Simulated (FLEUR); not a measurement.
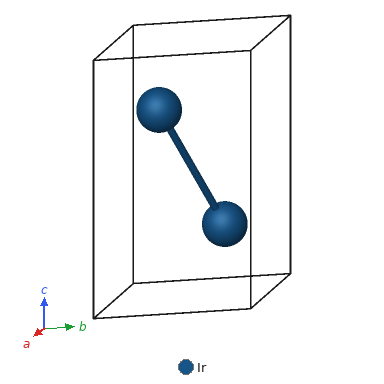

System: Ir, space group P6_3/mmc (No. 194). The picture shows the conventional cell.

Starting cell:
```
Ir
1.0
     2.75138    0.00000    0.00000
    -1.37569    2.38276    0.00000
     0.00000    0.00000    4.46229
Ir
2
Cartesian
  0.0000 1.5885 1.1156
  1.3757 0.7943 3.3467
```

Computed with FLEUR MaX-R8.1 (later development tree): all-electron LAPW DFT, no spin polarisation; energies at scaled volumes of the given cell, shape and fractions fixed, counted from the fit's minimum, third-order Birch-Murnaghan fit. Level: SCAN.

- k mesh: 11×11×6
- occupations: Fermi–Dirac
- smearing width: 0.05 eV
- potentials: all electron
- program settings: basis FLAPW, kmax 4.22 1/bohr

What does the calculation give for the energy against volume? The volume takes the values 13.75, 14.04, 14.63, 15.21, 15.50 Å³/atom.

A third-order Birch–Murnaghan fit gives V0 = 13.94 Å³/atom, B0 = 406 GPa and B′ = 5.2. The energy is 4 meV/atom at volume 13.75 Å³/atom and 178 meV/atom at 15.50 Å³/atom; the lowest computed point is at volume 14.04 Å³/atom (1 meV/atom).

| volume (Å³/atom) | energy (meV/atom) |
| --- | --- |
| 13.75 | 4 |
| 14.04 | 1 |
| 14.63 | 38 |
| 15.21 | 122 |
| 15.50 | 178 |

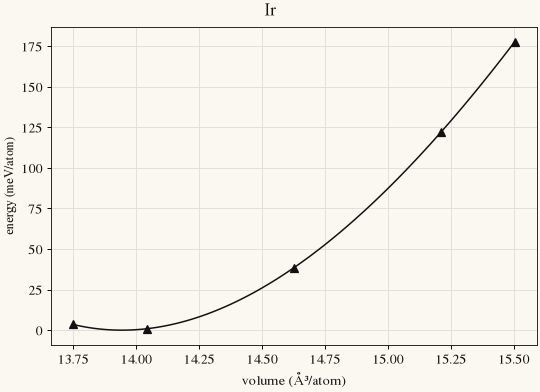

Caveats: shape and atomic fractions are frozen while scaling, which makes layered, chain and framework solids too stiff.
